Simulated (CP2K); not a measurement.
## Pd: 6 runs along one coordinate

System: Pd (Im-3m, 1 atom in the cell).
Method: Kohn-Sham DFT of a periodic cell, PBE, GTH-PBE with UZH-TZVP basis, no spin polarisation (CP2K 2026.2).

The 6 runs differ only in the geometry, by an even scaling of the cell at fixed fractional positions. The structure derives from a Materials Project entry.

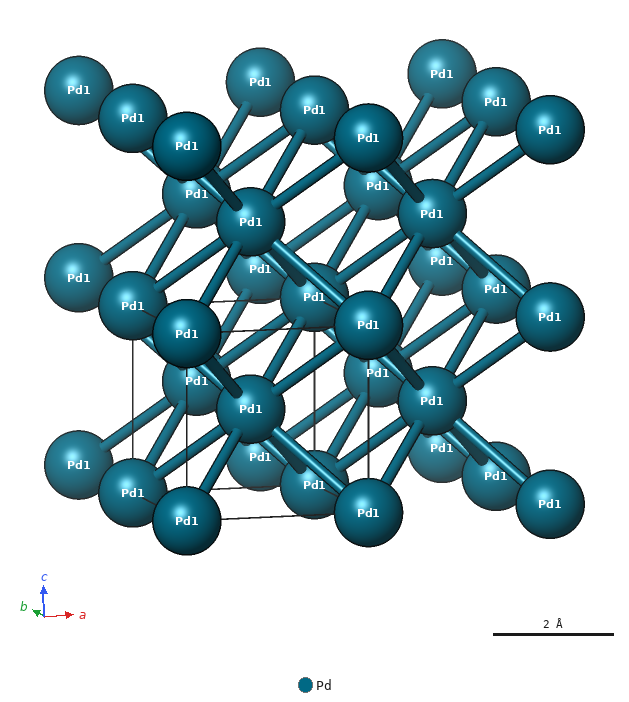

Figure 1. The structure of run 4 (ball-and-stick view of the cell 2 times as large as that of the calculation, set on its symmetry axes, repeated 2 × 2 × 2, seen slightly off an axis; atoms are numbered from 1 in the order of the input).

**Input of run 4**
```
&GLOBAL
  PROJECT pd_eos
  RUN_TYPE ENERGY_FORCE
  PRINT_LEVEL LOW
&END GLOBAL
&FORCE_EVAL
  METHOD QS
  STRESS_TENSOR ANALYTICAL
  &DFT
    BASIS_SET_FILE_NAME BASIS_MOLOPT_UZH
    POTENTIAL_FILE_NAME POTENTIAL_UZH
    WFN_RESTART_FILE_NAME previous-RESTART.kp
    &MGRID
      CUTOFF 500
      REL_CUTOFF 60
      NGRIDS 4
    &END MGRID
    &QS
      METHOD GPW
      EPS_DEFAULT 1.0E-10
    &END QS
    &KPOINTS
      SCHEME MONKHORST-PACK 12 12 12
      GAMMA_CENTERED T
      SYMMETRY T
      SYMMETRY_BACKEND SPGLIB
    &END KPOINTS
    &SCF
      SCF_GUESS RESTART
      EPS_SCF 1.0E-6
      MAX_SCF 100
      ADDED_MOS 11
      CHOLESKY OFF
      EPS_EIGVAL 1.0E-7
      &DIAGONALIZATION ON
        ALGORITHM STANDARD
      &END DIAGONALIZATION
      &MIXING ON
        METHOD BROYDEN_MIXING
        ALPHA 0.4
        BETA 1.5
        NBUFFER 8
      &END MIXING
      &SMEAR ON
        METHOD FERMI_DIRAC
        ELECTRONIC_TEMPERATURE [K] 580.226
      &END SMEAR
    &END SCF
    &XC
      &XC_FUNCTIONAL PBE
      &END XC_FUNCTIONAL
    &END XC
    &PRINT
      &KPOINTS ON
      &END KPOINTS
      &MULLIKEN ON
      &END MULLIKEN
      &MO ON
        ENERGIES T
        OCCUPATION_NUMBERS T
        &EACH
          QS_SCF 0
        &END EACH
        ADD_LAST NUMERIC
      &END MO
    &END PRINT
  &END DFT
  &SUBSYS
    &CELL
      A 2.7413060059 0.0000000000 0.0000000000
      B -0.9137686686 2.5845280880 0.0000000000
      C -0.9137686686 -1.2922640441 2.2382669811
      PERIODIC XYZ
    &END CELL
    &COORD
      SCALED
      Pd  0.0000000000 0.0000000000 0.0000000000
    &END COORD
    &KIND Pd
      BASIS_SET TZVP-MOLOPT-PBE-GTH-q18
      POTENTIAL GTH-PBE-q18
    &END KIND
    &PRINT
      &ATOMIC_COORDINATES ON
      &END ATOMIC_COORDINATES
      &CELL ON
      &END CELL
    &END PRINT
  &END SUBSYS
  &PRINT
    &FORCES ON
    &END FORCES
    &STRESS_TENSOR ON
    &END STRESS_TENSOR
  &END PRINT
&END FORCE_EVAL
```

Command:
```bash
OMP_NUM_THREADS=1 cp2k.psmp -i pd_eos.inp -o pd_eos.out
```

Run 3 differs from it as follows:
```diff
-      A 2.7413060059 0.0000000000 0.0000000000
-      B -0.9137686686 2.5845280880 0.0000000000
-      C -0.9137686686 -1.2922640441 2.2382669811
+      A 2.7049930414 0.0000000000 0.0000000000
+      B -0.9016643471 2.5502918968 0.0000000000
+      C -0.9016643471 -1.2751459484 2.2086175697
```

**Results, with one run withheld**

| run | volume per atom (Å³) | free energy per atom, from the lowest run given (meV) | pressure (GPa) |
| --- | --- | --- | --- |
| 1 | 14.614 | 34.93 | 12.85 |
| 2 | 14.925 | 14.58 | 8.23 |
| 3 | 15.236 | ? | ? |
| 4 | 15.858 | 0.00 | −2.53 |
| 5 | 16.169 | 7.64 | −5.28 |
| 6 | 16.480 | 20.27 | −7.69 |

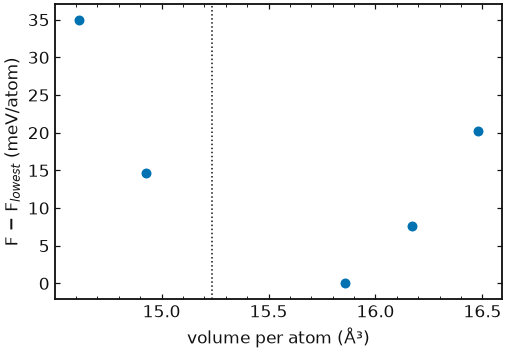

Figure 2. Free energy per atom of the runs given; the dotted line marks run 3.

What should run 3 give?

A cubic polynomial in V^(−2/3) (the Birch–Murnaghan form), fitted to the 5 runs given, misses them by under 0.01 meV per atom. With x = V^(−2/3) − 0.16030 Å⁻², it reads F = −2.0175 + 219.17 x + 7.0053e+05 x² + 3.2738e+06 x³ (meV per atom). At run 3 it gives 2.63 meV per atom, and the run itself gives 2.62. The slope of the fit gives a pressure −dF/dV of 4.17 GPa there, and the run prints 4.17 GPa. The fit has its minimum at 15.604 Å³ per atom, where V d²F/dV² gives 164 GPa: the bulk modulus at this level, since symmetry fixes the shape and the positions.

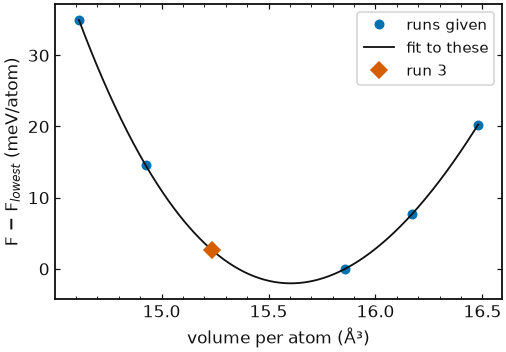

Figure 3. The fit and the withheld run.

**Some lines of the output (run 3)**
```
[...]
 CELL| Volume [angstrom^3]:                                            15.236197
 CELL_REF| Volume [angstrom^3]:                                        15.236197
                        Smear method:                                FERMI_DIRAC
  Step     Update method      Time    Convergence         Total energy    Change
  Fermi energy:                                                 0.52275450385197
  Total energy:                                              -126.65357561120400
  Total energy (extrapolated to T->0):                       -126.65339493164996
 MO| E(Fermi):            0.522755 a.u.         14.224873 eV
```
